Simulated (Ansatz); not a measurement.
# Ru(001) (P6_3/mmc bulk, 7 atomic planes (those closer than 0.6 Å count as one), 13 Å): simulated STM

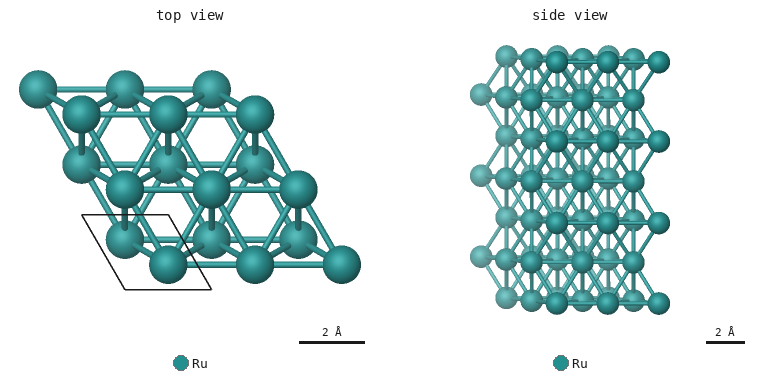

The relaxed structure from above and from the side.

Level of theory: DFT PBE, scalar-relativistic, plane waves, PAW (Ansatz). Cutoff 420 eV, 21 × 21 k-points, Gaussian smearing 0.1 eV, dipole correction. The slab is a cut without reconstruction beyond its cell, at the source's lattice constants, with its lower half held fixed and the rest relaxed. No spin polarisation. The run couldn't confirm all of its levels under its output density. The run warns that the functional's potential is rough in the thin density of the vacuum, where the tip is; weak contrasts and barriers may feel it.

The STM signal is simulated in the Tersoff–Hamann approximation. Bias windows are sharp sums over the levels of the k mesh.

Input

```yaml
crystal:
  lattice:
    - [2.70579933, 0.0, 0.0]
    - [-1.35289967, 2.34329096, 0.0]
    - [0.0, 0.0, 29.8456997849]
  atoms:
    - { symbol: Ru, position: [0.6666666675, 0.3333333338, 0.2847981472] }
    - { symbol: Ru, position: [0.3333333338, 0.6666666663, 0.3565320912] }
    - { symbol: Ru, position: [0.6666666675, 0.3333333338, 0.4282660456] }
    - { symbol: Ru, position: [0.3333333338, 0.6666666663, 0.5008932287] }
    - { symbol: Ru, position: [0.6666666675, 0.3333333338, 0.5736890467] }
    - { symbol: Ru, position: [0.3333333338, 0.6666666663, 0.64566674] }
    - { symbol: Ru, position: [0.6666666675, 0.3333333338, 0.715170341] }
basis:
  ecutwfc: 420.0
  fft_grid_basis: typed
kpoints:
  mp_grid: { grid: [21, 21, 1] }
hamiltonian:
  xc: pbe
scf:
  occupations: { method: gaussian, width: 0.1 }
output:
  forces: true
  eigenvalues: true
  band_densities:
    - { e_range: [-2.0, -1.0] }
    - { e_range: [-1.0, -0.5] }
    - { e_range: [-0.5, -0.25] }
    - { e_range: [-0.25, 0.0] }
    - { e_range: [0.0, 0.25] }
    - { e_range: [0.25, 0.5] }
    - { e_range: [0.5, 1.0] }
    - { e_range: [1.0, 1.5] }
  band_residual_tolerance: 1.0e-05
  write_potential: true
  elf: true
  write_density: true
  volumetric_format: npy
efield:
  axis: 3
  dipole_correction: true
  ramp_width: 0.04
checkpoint:
  read: start.run
  write: ck
  compress: false
  write_wavefunctions: false
  write_every: 100000
```

Command:

```sh
ansatz run input.yaml --threads 1 --pin off --max-ram 2211MiB --backend cpu --events-out ev --progress --plain --runs-dir out
```

Cost without the relaxation before it: 2 min on 1 thread of Intel(R) Xeon(R) Platinum 8259CL CPU @ 2.50GHz (Skylake/Cascade Lake) (shared host), peak memory 0.83 GiB.

## 1. One image

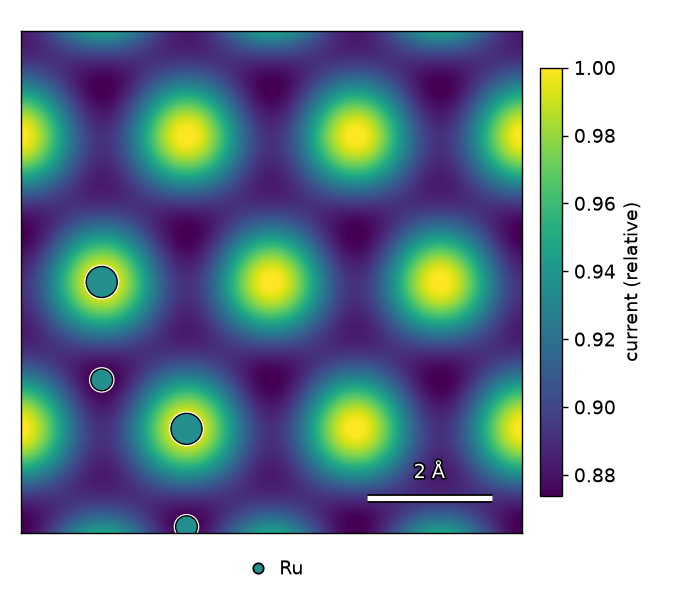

Constant-height image 3.5 Å above the topmost atom of this surface, sample bias +1.00 V. The atoms seen from above are drawn over one corner (deeper ones smaller).

Question: Which atoms or sites appear bright, which dark, and how strong is the contrast?

Answer: The brightest spots lie over the top Ru atoms; the darkest points are over the sites above the Ru atoms 2.1 Å below the top plane. The brightest point carries 1.1 times the current of the darkest. So weak a contrast (1.14 times) depends on the k-mesh and on the tip.

## 2. Approach curves

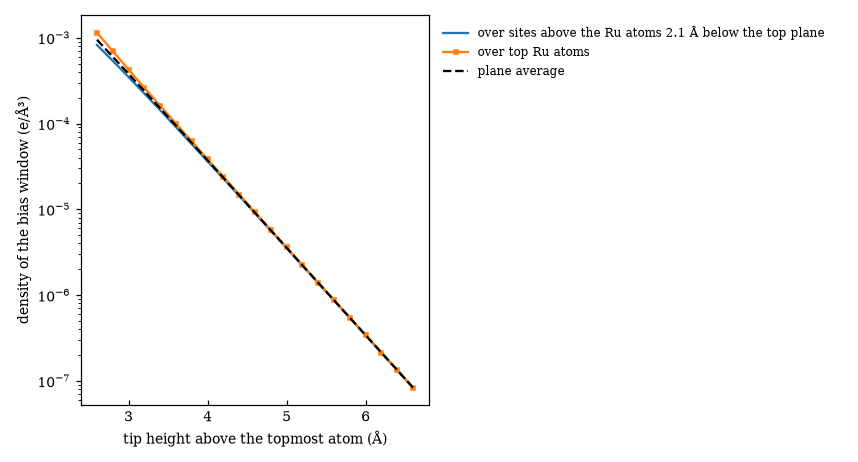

Approach curves over this surface at a sample bias of +0.50 V.

Question: How fast does the current decay, and what apparent barrier height does that imply?

Answer: Near 4 Å the plane average falls as exp(−2.34 z/Å), a factor of 10 per ångström, which gives an apparent barrier of 5.2 eV (0.952 eV Å² times the slope squared). The vacuum level lies 5.03 eV above zero bias. The upper edge of the window lies 4.53 eV under it. The apparent barrier is above 4.53 eV. At 4 Å the 0.25 eV of states nearest the upper edge carry 50 % of the density.

## 3. States by depth

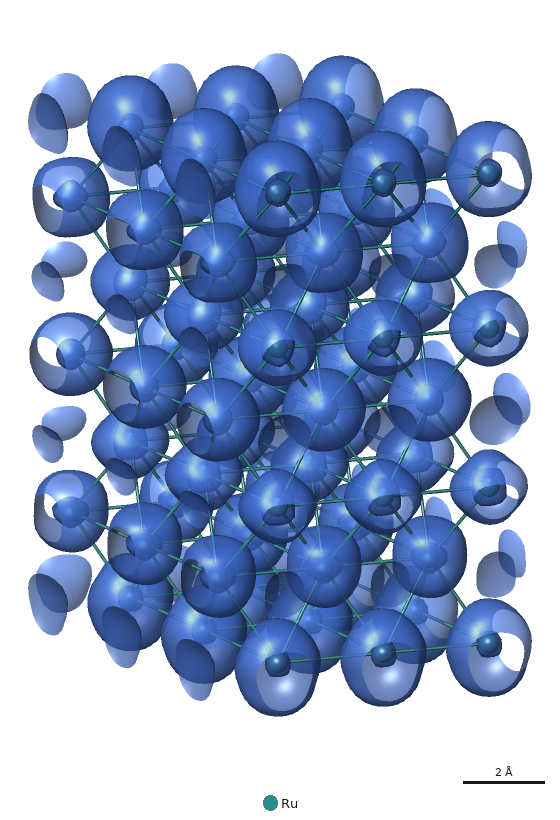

Density of all states between 0.00 and +0.25 eV (zero: the Fermi level) of this surface: blue isosurface at 1.5 × 10⁻² e/Å³, seen from the side, tilted.

The picture shows the smooth PAW orbitals' density alone, which lacks about 32 % of these states' charge, near the nuclei; the shares below count all of it.

Question: How is this energy window spread over the atomic planes?

Answer: The window holds 1.8 states per cell. Shares by plane (space cut midway between planes), top to bottom: Ru 20 %, Ru 12 %, Ru 11 %, Ru 14 %, Ru 10 %, Ru 12 %, Ru 21 %; the outer planes' shares include the vacuum, and density in a gap between layers is shared out between the planes on either side. The outer planes of both faces hold more than their share.
